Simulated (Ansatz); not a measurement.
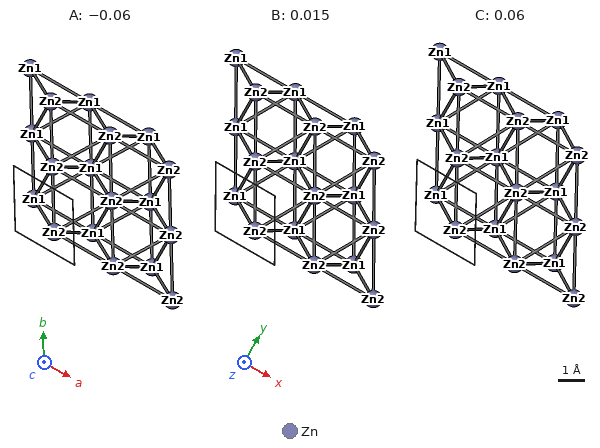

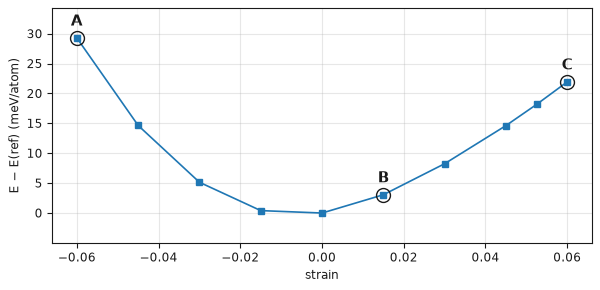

Energy scan for solid Zn (P6_3/mmc), in which the cell is strained along y alone, with the atoms kept at their fractional coordinates. x, y and z are the Cartesian axes of the input. The lettered frames are marked on the plot. The picture is a ball-and-stick view of the cell of the calculation, repeated 3 × 3 × 1 with one cell outlined, seen along the c axis.

All numbers below come from Ansatz, DFT PBE, scalar-relativistic, plane waves, PAW. Settings: plane-wave cutoff 420 eV; k-point mesh 24 × 24 × 10; occupations gaussian; smearing width 0.15 eV; no spin polarisation. Energies (free energies at the smearing named) are counted from the cell as listed in its source, which wasn't relaxed.

Q: Read off the main features of the energy profile.

A: Of the computed points the lowest is at the strain 0.00, 0.0 meV/atom. The end points stand at 29.3 meV/atom (−0.06) and 21.9 meV/atom (0.06). The curvature at zero strain, (1/V) d²E/dε², is about 160 GPa; it is C₂₂ with clamped ions. The distortion takes the space group from P6_3/mmc to Cmcm. At the strain −0.06 the cell of the drawing goes b 2.665 → 2.546 Å, γ 120.0° → 121.6°.
